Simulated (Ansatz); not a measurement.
Given this structure:

```
Sn O
1.0
     3.80799    0.00000    0.00000
     0.00000    3.80799    0.00000
     0.00000    0.00000    9.72292
Sn O
4 4
Cartesian
  1.9040 0.0000 8.4768
  1.9040 0.0000 3.5403
  0.0000 1.9040 1.2462
  0.0000 1.9040 6.1826
  0.0000 0.0000 2.3926
  0.0000 0.0000 7.3303
  1.9040 1.9040 7.3303
  1.9040 1.9040 2.3926
```

Give a crystallographic description of this input.

Answer. The structure is one of SnO. Its lattice is primitive tetragonal, its space group P4/nmm (No. 129). Counting shared atoms by their share gives 4 Sn, 4 O, or 8 atoms. About every Sn there are four O at 2.22 Å. Each O is bonded to four Sn in a distorted tetrahedral arrangement at 2.22 Å. The bonds build SnO layers parallel to (001).

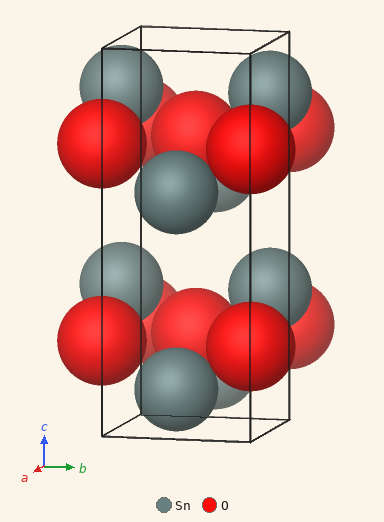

Shown here is a space-filling view of the crystal, taken slightly off an axis. The box is the conventional unit cell; atoms on or close to its faces, edges and corners are drawn wherever they repeat. Colours: tin teal, oxygen red.

The cell started as a structure listed in the Materials Project. The cell was then strained or its atoms displaced on purpose. A calculation with Ansatz used it as input.
